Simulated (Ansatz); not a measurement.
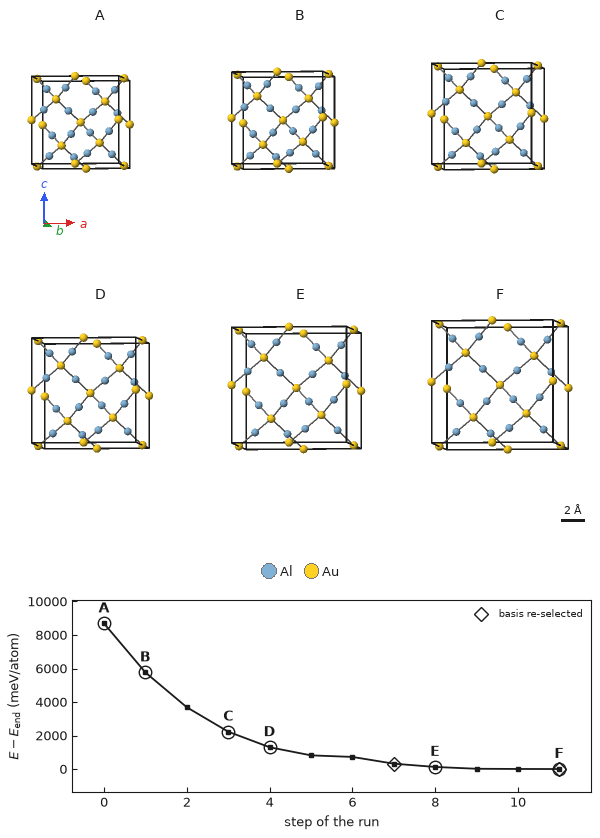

Frames of a relaxation of a crystal of Al2Au (built on the beta-cristobalite_227 type) (coarse preliminary run), marked on the history of the run. Style: ball-and-stick. Shown: the conventional cell (4 times the calculation's cell), from a free direction. Lengths and directions refer to the drawn axes.

Case: beta-cristobalite type (Fd-3m, No. 227).

The calculation used Ansatz 0.2.0, DFT PBE, scalar-relativistic, plane waves, PAW.

Input file:
```yaml
crystal:
  lattice:
    - [0.0, 3.9767173758, 3.9767173758]
    - [3.9767173758, 0.0, 3.9767173758]
    - [3.9767173758, 3.9767173758, 0.0]
  atoms:
    - { symbol: Al, position: [0.625, 0.625, 0.625] }
    - { symbol: Al, position: [0.125, 0.625, 0.625] }
    - { symbol: Al, position: [0.625, 0.625, 0.125] }
    - { symbol: Al, position: [0.625, 0.125, 0.625] }
    - { symbol: Au, position: [0.5, 0.5, 0.5] }
    - { symbol: Au, position: [0.75, 0.75, 0.75] }
basis:
  ecutwfc: 420
kpoints:
  mp_grid: { grid: [4, 4, 4] }
hamiltonian:
  xc: pbe
scf:
  occupations: { method: gaussian, width: 0.1 }
  lower_state_search: "off"
output:
  forces: true
  stress: true
  eigenvalues: true
relax:
  adjacent_minimum: "off"
  f_tol: 0.04
  max_steps: 70
  cell: { stress_tol: 0.4 }
```

Run as
```bash
ansatz run input.yaml --threads 1 --pin off --max-ram 2560MiB --backend cpu --events-out ev --progress --plain --runs-dir out
```

> Describe the path.

The atoms keep their places relative to the cell (all moves are under 0.005 Å). The volume changes by +171.1 %, with a = b = c 7.953 → 11.091 Å (+39.4 %). Among the contacts that change: Al1–Au5 1.722 → 2.401 Å. The space group stays Fd-3m (No. 227). After 9 accepted moves (11 points after the start) the energy has fallen by 8686 meV per atom. All forces vanish by symmetry, so only the cell relaxes. The pressure goes from 179.53 to 0.08 GPa. The SCF was repeated twice at an unchanged geometry on a basis and grid sized afresh for the cell, which shifted the energy by 402 meV per atom at most. The run took 34 s on 1 thread of Arm Neoverse V2, on a shared host, peak memory 0.51 GiB. From step 0 to 1: volume +15.3 %, energy −2923 meV per atom. From step 1 to 3: volume +30.9 %, energy −3533 meV per atom. From step 3 to 4: volume +13.7 %, energy −929 meV per atom. From step 4 to 8: volume +34.0 %, energy −1176 meV per atom. From step 8 to 11: volume +17.9 %, energy −125 meV per atom.
